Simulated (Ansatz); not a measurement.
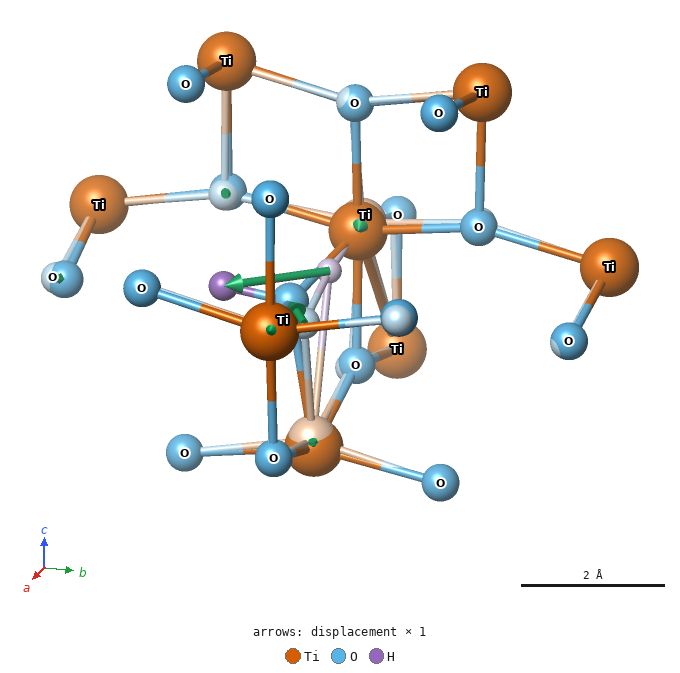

A relaxation of a defect cell of composition Ti₃₆O₇₂H (cell charge −1). The starting structure is drawn faded, the final one solid; green arrows show the displacements, at their true length.

The picture is a ball-and-stick view of the atoms within 4.2 Å of the atom that moves most (axes of the cell of the calculation (origin shifted)), seen from a free direction.

All numbers below come from DFT, PBEsol, PAW, plane waves in Ansatz. (plane-wave cutoff 420 eV; k-point mesh 1 × 1 × 1; mesh shifted by (0.25, 0.25, 0.25); collinear spin; atoms relaxed in a fixed cell; force threshold 0.03 eV/Å; at most 80 steps)

### Describe the change and its energy.

The largest move is that of the H atom, 1.57 Å along [2 −3 0]. Largest moves by element: H 1.57 Å, O 0.52 Å, Ti 0.25 Å. The lattice vectors keep their values. Some distances before and after: H–Ti 1.324 → 2.425 Å, O–Ti 2.672 → 2.065 Å, O–Ti 1.593 → 2.070 Å, H–O 1.351 → 0.989 Å. New bonds form, among them: O–Ti (2.67 → 2.07 Å). Bonds break, among them: H–Ti (1.32 → 2.43 Å). Bond angles that change, for instance: Ti–O–Ti 118.0° → 98.1°, O–Ti–O 158.9° → 173.2°, Ti–Ti–O 158.6° → 146.9°. The energy falls by 7.977 eV per cell of the calculation in 13 accepted moves (16 points after the start). Largest force component: 9.6 eV/Å at the start, 0.013 eV/Å at the end. The line search rejected the trial steps at points 11, 15 of the run. 1 step only repeated the SCF at the same geometry. The program noted that the starting moments weren't kept. The run took 25 s on 1 × NVIDIA GB200 with 8 threads of Arm Neoverse-V2, peak memory 2.1 GiB.

Limits of the set-up: the cell is charged, on a uniform background, and energies carry no finite-size correction.
